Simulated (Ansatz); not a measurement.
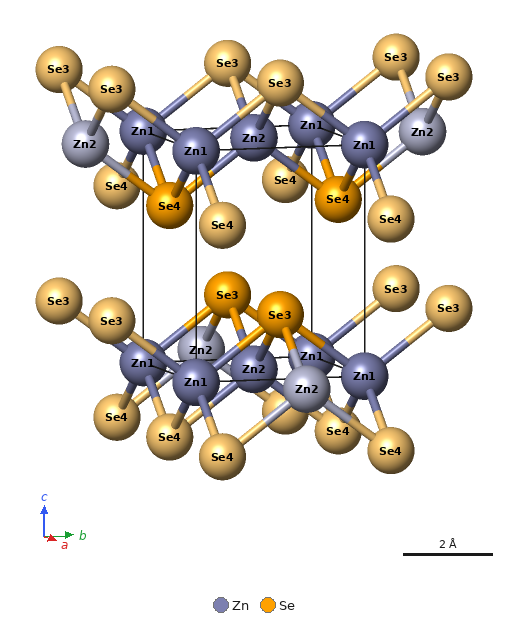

The starting structure (ball-and-stick view of the cell of the calculation, seen slightly off an axis; neighbours outside the cell are drawn fainter; atoms are numbered from 1 in the order of the input). Near neighbours in the crystal (not all of them lie inside the picture): Zn has 4 Se at 2.48 Å; Se has 4 Zn at 2.48 Å.

# Geometry relaxation of ZnSe (part 1 of 2)

ZnSe (P4/nmm, 4 atoms in the cell), computed with DFT LDA, scalar-relativistic, plane waves, PAW, PAW set soft_1, no spin polarisation (Ansatz 0.2.0).

The structure derives from a Materials Project entry. Figures and captions count atoms from 1; the log counts them from 0 in places.

Input
```yaml
crystal:
  lattice:
    - [3.9886267202, 0.0, 0.0]
    - [0.0, 3.9886267202, 0.0]
    - [0.0, 0.0, 5.2656488795]
  atoms:
    - { symbol: Zn, position: [0.0, 0.0, 0.0] }
    - { symbol: Zn, position: [0.5, 0.5, 0.0] }
    - { symbol: Se, position: [0.0, 0.5, 0.2791110295] }
    - { symbol: Se, position: [0.5, 0.0, 0.7208889705] }
basis:
  ecutwfc: 520.0
kpoints:
  mp_grid: { grid: [8, 8, 6] }
hamiltonian:
  xc: lda
  pseudopotentials: { kind: paw, azcp: { folder: soft_1 } }
scf:
  occupations: { method: gaussian, width: 0.02 }
output:
  forces: true
  stress: true
  eigenvalues: true
  write_density: true
  write_potential: true
  elf: true
  volumetric_format: npy
relax:
  adjacent_minimum: "off"
  f_tol: 0.005
  max_steps: 80
  cell: { stress_tol: 0.05 }
```

Machine: 2 threads of Arm Neoverse N1, 98 GiB of memory available, shared host.

Launch command:
```bash
ansatz run input.yaml --threads 2 --pin off --max-ram 4096MiB --backend cpu --events-out ev --progress --plain --runs-dir out
```

Log
```
Warning: [file] the record states the generating functional pbe (its physics header spells it `PBE`), which answers neither for hamiltonian.xc's functional nor for the lda family's — results may be inconsistent (PPs are generated against a specific XC)
Warning: [file] the record states the generating functional pbe (its physics header spells it `PBE`), which answers neither for hamiltonian.xc's functional nor for the lda family's — results may be inconsistent (PPs are generated against a specific XC)
Engine: ansatz 0.2.0, aarch64-unknown-linux-gnu
Pseudopotentials: kind: paw
Pseudopotential: Zn, paw, valence charge 12, recommended cutoff 420 eV (normal), [file]
Pseudopotential: Se, paw, valence charge 16, recommended cutoff 420 eV (normal), [file]
Functional definition: SPW92
  exchange = slater_x
  correlation = pw_c
Crystal: 4 atoms, lattice volume = 83.772 Å³
Basis set: ecut = 520 eV, 2283 PW (Γ)
Bands: 34, of which v1, the nominal top of the filled ones, is band 28 counted from 1 (27 counted from 0)
Symmetry: 16 space group operations
Space group: P4/nmm (ITA 129), of the structure as read, at distance tolerance 4.4e-5 Å
k-points: 60 of 384
Non-local potential: Zn, projectors of the file, l = 0: 2, l = 1: 2, l = 2: 3, l = 3: 1
Non-local potential: Se, projectors of the file, l = 0: 2, l = 1: 2, l = 2: 3, l = 3: 1
PAW form: soft (Blöchl's): semilocal exchange-correlation on the pseudo side does not see the compensation charge
PAW frozen core: Zn, regenerated for the run's functional, and the local potential with it (the file was generated under x = pbe(κ = 0.804, μ = 0.2195149727645171), c = pbe(β = 0.06672455060314922))
PAW frozen core: Se, regenerated for the run's functional, and the local potential with it (the file was generated under x = pbe(κ = 0.804, μ = 0.2195149727645171), c = pbe(β = 0.06672455060314922))
PAW one-centre angular grid: Zn, 590 points (default); XC on 64 Gauss nodes
PAW one-centre angular grid: Se, 590 points (default); XC on 64 Gauss nodes
Initial density: superposition of atomic densities (chi_scale 0.1, normalization cell, long waves kept (reshape's long-wave potential 0.08 eV rms))
Initial wavefunctions: pseudopotential atomic-orbital guess
Functional: x = slater, c = lda
SCF iter   1: F=—  HF=-17262.216719 eV  |F-HF|=—  |Δ(HF+E_count)|=         —  Δρ=6.49e-2  dr2=4.07e0  ethr=3.10e-3  ⟨swp⟩=6.6  Hψ=8948  notcnv=0
preconditioner: auto → Resta (q_TF=auto, 2.551 Å⁻¹)  ε∞=5.0  [insulator: Δε(μ)=0.815 eV  Ē_g=12.245 eV  σ=0.020 eV  W_gap=1.00  n_scr=28 (ndim 8)  ℏωp=24.3 eV  f_vac=0.032  D(μ)=0.00/eV (n_scr^D=0)  ε∞_Penn≈5.0]
SCF iter   2: F=—  HF=-17261.214907 eV  |F-HF|=—  |Δ(HF+E_count)|=    1.00e0  Δρ=1.77e-2  dr2=4.16e-1  ethr=3.10e-3  ⟨swp⟩=3.0  Hψ=3915  notcnv=0  defer=109
SCF iter   3: F=—  HF=-17261.045687 eV  |F-HF|=—  |Δ(HF+E_count)|=   1.69e-1  Δρ=1.24e-2  dr2=1.36e-1  ethr=7.42e-4  ⟨swp⟩=2.1  Hψ=3541  notcnv=0  defer=109
SCF iter   4: F=—  HF=-17261.014281 eV  |F-HF|=—  |Δ(HF+E_count)|=   3.14e-2  Δρ=5.65e-3  dr2=1.67e-2  ethr=2.44e-4  ⟨swp⟩=2.9  Hψ=3444  notcnv=0  defer=109
SCF iter   5: F=—  HF=-17261.018084 eV  |F-HF|=—  |Δ(HF+E_count)|=   3.80e-3  Δρ=9.84e-4  dr2=7.72e-4  ethr=2.99e-5  ⟨swp⟩=2.4  Hψ=3576  notcnv=0  defer=109
SCF iter   6: F=—  HF=-17261.017316 eV  |F-HF|=—  |Δ(HF+E_count)|=   7.67e-4  Δρ=5.94e-4  dr2=1.91e-4  ethr=1.38e-6  ⟨swp⟩=2.0  Hψ=3687  notcnv=0  defer=109
SCF iter   7: F=—  HF=-17261.017411 eV  |F-HF|=—  |Δ(HF+E_count)|=   9.49e-5  Δρ=2.23e-4  dr2=3.80e-5  ethr=3.40e-7  ⟨swp⟩=2.0  Hψ=3609  notcnv=0  defer=109
SCF iter   8: F=—  HF=-17261.017427 eV  |F-HF|=—  |Δ(HF+E_count)|=   1.55e-5  Δρ=2.94e-5  dr2=9.00e-7  ethr=6.79e-8  ⟨swp⟩=3.0  Hψ=3011  notcnv=0  defer=109
SCF iter   9: F=—  HF=-17261.017427 eV  |F-HF|=—  |Δ(HF+E_count)|=   5.80e-7  Δρ=1.57e-5  dr2=1.15e-7  ethr=1.61e-9  ⟨swp⟩=2.0  Hψ=3611  notcnv=0  defer=109
SCF iter  10: F=-17261.017427 eV  HF=-17261.017427 eV  |F-HF|=6.98e-10  |Δ(HF+E_count)|=   2.40e-8  Δρ=1.51e-6  dr2=2.21e-9  ethr=1.79e-10  ⟨swp⟩=14.1  Hψ=14604  notcnv=0
SCF 1 converged in 10 iterations: F = -17261.017427 eV  dr2 = 2.21e-9
  greatest PAW one-centre occupation: 1.000 electrons in one spin orbital (limit 2), on the Se atom at site 3 (counted from 0), in its partial waves of l = 2
relax step   1: F+E_penalty+E_count = -17261.01742731 eV  Δ(F+E_penalty+E_count) = +0.000e0 eV  max|allowed force component| = 1.423e-2 eV/Å  Δτ_max = 0.0000 Å  P = -0.221 GPa  Ω = 83.772 Å³  (10 SCF iters, dr2 threshold 1.00e-7 eV, accepted)
Crystal: 4 atoms, lattice volume = 83.312 Å³
Initial density: handed on by an earlier stage of this run
Initial wavefunctions: those handed on with the density
iter 1 solved again at ethr=5.79e-7 eV; its pass at ethr=3.10e-3 eV (dr2=3.24e-4 eV) is discarded
SCF iter   1: F=—  HF=-17261.017782 eV  |F-HF|=—  |Δ(HF+E_count)|=         —  Δρ=5.52e-4  dr2=3.38e-4  ethr=5.79e-7  ⟨swp⟩=2.0  Hψ=9690  notcnv=0
preconditioner: auto → Resta (q_TF=auto, 2.554 Å⁻¹)  ε∞=5.7  [insulator: Δε(μ)=1.551 eV  Ē_g=11.248 eV  σ=0.020 eV  W_gap=1.00  n_scr=28 (ndim 8)  ℏωp=24.4 eV  f_vac=0.062  D(μ)=0.00/eV (n_scr^D=0)  ε∞_Penn≈5.7]
SCF iter   2: F=—  HF=-17261.017701 eV  |F-HF|=—  |Δ(HF+E_count)|=   8.08e-5  Δρ=2.51e-4  dr2=6.24e-5  ethr=5.79e-7  ⟨swp⟩=2.0  Hψ=2320  notcnv=0
SCF iter   3: F=—  HF=-17261.017686 eV  |F-HF|=—  |Δ(HF+E_count)|=   1.50e-5  Δρ=1.01e-4  dr2=7.62e-6  ethr=1.11e-7  ⟨swp⟩=2.0  Hψ=3481  notcnv=0
SCF iter   4: F=—  HF=-17261.017684 eV  |F-HF|=—  |Δ(HF+E_count)|=   2.24e-6  Δρ=5.99e-5  dr2=1.94e-6  ethr=1.36e-8  ⟨swp⟩=2.0  Hψ=2998  notcnv=0
SCF iter   5: F=-17261.017684 eV  HF=-17261.017684 eV  |F-HF|=1.48e-7  |Δ(HF+E_count)|=   9.35e-8  Δρ=9.90e-6  dr2=1.40e-7  ethr=2.77e-10  ⟨swp⟩=6.7  Hψ=14375  notcnv=0
SCF 2 converged in 5 iterations: F = -17261.017684 eV  dr2 = 1.40e-7
relax step   2: F+E_penalty+E_count = -17261.01768360 eV  Δ(F+E_penalty+E_count) = -2.563e-4 eV  max|allowed force component| = 1.285e-2 eV/Å  Δτ_max = 0.0053 Å  P = -0.031 GPa  Ω = 83.312 Å³  energy of the carried Pulay correction = +4.228e-5 eV  (5 SCF iters, dr2 threshold 1.55e-7 eV, accepted)
Crystal: 4 atoms, lattice volume = 83.363 Å³
iter 1 solved again at ethr=4.94e-8 eV; its pass at ethr=3.10e-3 eV (dr2=2.77e-5 eV) is discarded
SCF iter   1: F=—  HF=-17261.017704 eV  |F-HF|=—  |Δ(HF+E_count)|=         —  Δρ=2.05e-4  dr2=2.84e-5  ethr=4.94e-8  ⟨swp⟩=2.6  Hψ=9086  notcnv=0
preconditioner: auto → Resta (q_TF=auto, 2.553 Å⁻¹)  ε∞=5.7  [insulator: Δε(μ)=1.559 eV  Ē_g=11.245 eV  σ=0.020 eV  W_gap=1.00  n_scr=28 (ndim 8)  ℏωp=24.4 eV  f_vac=0.065  D(μ)=0.00/eV (n_scr^D=0)  ε∞_Penn≈5.7]
SCF iter   2: F=—  HF=-17261.017697 eV  |F-HF|=—  |Δ(HF+E_count)|=   6.82e-6  Δρ=8.85e-5  dr2=4.20e-6  ethr=4.94e-8  ⟨swp⟩=2.4  Hψ=2966  notcnv=0
SCF iter   3: F=—  HF=-17261.017695 eV  |F-HF|=—  |Δ(HF+E_count)|=   2.09e-6  Δρ=3.15e-5  dr2=4.60e-7  ethr=7.51e-9  ⟨swp⟩=2.0  Hψ=3720  notcnv=0
SCF iter   4: F=—  HF=-17261.017695 eV  |F-HF|=—  |Δ(HF+E_count)|=   9.47e-8  Δρ=1.72e-5  dr2=1.11e-7  ethr=8.22e-10  ⟨swp⟩=2.0  Hψ=3000  notcnv=0
SCF iter   5: F=—  HF=-17261.017695 eV  |F-HF|=—  |Δ(HF+E_count)|=   7.41e-8  Δρ=3.75e-6  dr2=9.99e-9  ethr=1.84e-11  ⟨swp⟩=6.0  Hψ=13013  notcnv=0
SCF iter   6: F=-17261.017695 eV  HF=-17261.017695 eV  |F-HF|=4.37e-11  |Δ(HF+E_count)|=   6.96e-9  Δρ=9.81e-7  dr2=1.17e-9  ethr=1.78e-11  ⟨swp⟩=7.4  Hψ=11384  notcnv=0
SCF 3 converged in 6 iterations: F = -17261.017695 eV  dr2 = 1.17e-9
relax step   3: F+E_penalty+E_count = -17261.01769517 eV  Δ(F+E_penalty+E_count) = -1.157e-5 eV  max|allowed force component| = 3.508e-3 eV/Å  Δτ_max = 0.0022 Å  P = +0.012 GPa  Ω = 83.363 Å³  energy of the carried Pulay correction = +3.753e-5 eV  (6 SCF iters, dr2 threshold 1.03e-8 eV, accepted)
Initial wavefunctions: pseudopotential atomic-orbital guess (no wavefunctions were taken with the density)
iter 1 solved again at ethr=2.60e-7 eV; its pass at ethr=3.10e-3 eV (dr2=1.45e-4 eV) is discarded
SCF iter   1: F=—  HF=-17261.017655 eV  |F-HF|=—  |Δ(HF+E_count)|=         —  Δρ=3.15e-6  dr2=3.64e-9  ethr=2.60e-7  ⟨swp⟩=3.0  Hψ=14203  notcnv=0
eigensolver tolerance schedule: the retry pair's looser diagonalisation over-reported the residual by 39956.45 of it (diagonalisation noise at an unbounded share of the residual, at the tolerance the schedule requests for it); recorded, not acted on — ethr = c·dr2/N_el stays at c = 1.0e-1
preconditioner: auto → Resta (q_TF=auto, 2.553 Å⁻¹)  ε∞=5.7  [insulator: Δε(μ)=1.559 eV  Ē_g=11.246 eV  σ=0.020 eV  W_gap=1.00  n_scr=28 (ndim 8)  ℏωp=24.4 eV  f_vac=0.065  D(μ)=0.00/eV (n_scr^D=0)  ε∞_Penn≈5.7]
SCF iter   2: F=—  HF=-17261.017655 eV  |F-HF|=—  |Δ(HF+E_count)|=   7.67e-8  Δρ=1.51e-6  dr2=9.83e-10  ethr=6.50e-12  ⟨swp⟩=3.5  Hψ=5290  notcnv=0
SCF iter   3: F=—  HF=-17261.017655 eV  |F-HF|=—  |Δ(HF+E_count)|=  6.55e-11  Δρ=7.43e-7  dr2=3.06e-10  ethr=1.75e-12  ⟨swp⟩=2.1  Hψ=3619  notcnv=0
SCF iter   4: F=—  HF=-17261.017655 eV  |F-HF|=—  |Δ(HF+E_count)|=  7.28e-11  Δρ=3.01e-7  dr2=6.60e-11  ethr=1.00e-12  ⟨swp⟩=2.5  Hψ=2835  notcnv=0
SCF iter   5: F=-17261.017655 eV  HF=-17261.017655 eV  |F-HF|=2.55e-11  |Δ(HF+E_count)|=  7.28e-12  Δρ=1.53e-7  dr2=1.55e-11  ethr=1.00e-12  ⟨swp⟩=6.0  Hψ=9396  notcnv=0
SCF 4 converged in 5 iterations: F = -17261.017655 eV  dr2 = 1.55e-11
relax step   4: F+E_penalty+E_count = -17261.01765514 eV  Δ(F+E_penalty+E_count) = +4.003e-5 eV  max|allowed force component| = 3.542e-3 eV/Å  Δτ_max = 0.0000 Å  P = +0.012 GPa  Ω = 83.363 Å³  stress off target by 1.64e-2 GPa  SCF on the basis re-selected at this cell (its energy is not comparable with the rows above)  (5 SCF iters)
```

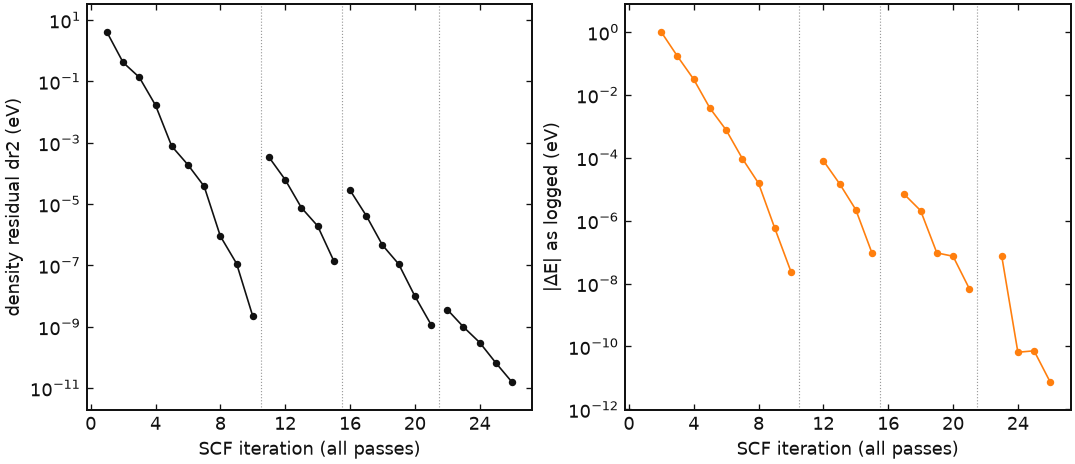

Convergence of the self-consistent field: density residual dr2 and size of the energy change against the SCF iteration. The dotted lines part the SCF passes of the relaxation: geometry steps, rejected trials and re-solves on a re-selected basis. The passes take 10, 5, 6 and 5 iterations.
